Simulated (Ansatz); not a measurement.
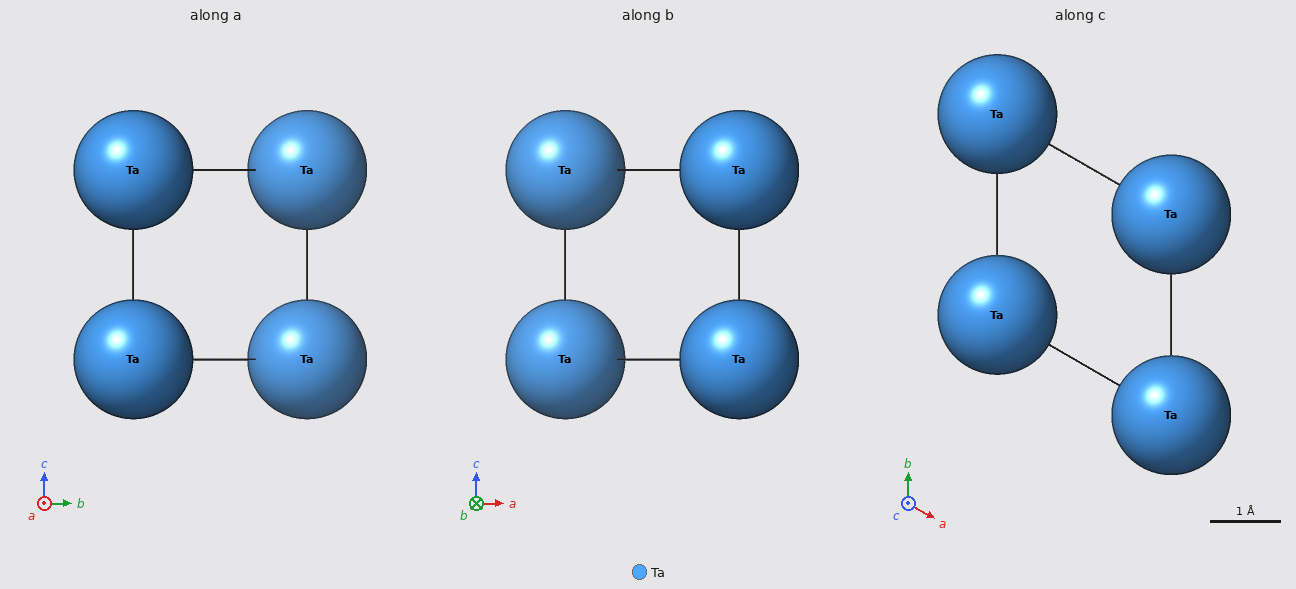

Spheres-only drawing of the structure, looking along the a axis, along the b axis and along the c axis. One conventional unit cell is framed, with atoms on its boundary repeated.

The cell is given by a = 2.88 Å, b = 2.88 Å, c = 2.71 Å, α = 90.00°, β = 90.00°, γ = 120.00°.

The composition is Ta.

What space-group symmetry does the structure have?

P6/mmm (No. 191), with Ta on 1a.

Name the structure type.

Simple hexagonal.

Provenance: a textbook structure type filled with this element (whether it is the usual form wasn't checked). Atoms and cell were optimised with Ansatz 0.2.0, DFT r2SCAN, scalar-relativistic, plane waves, PAW.
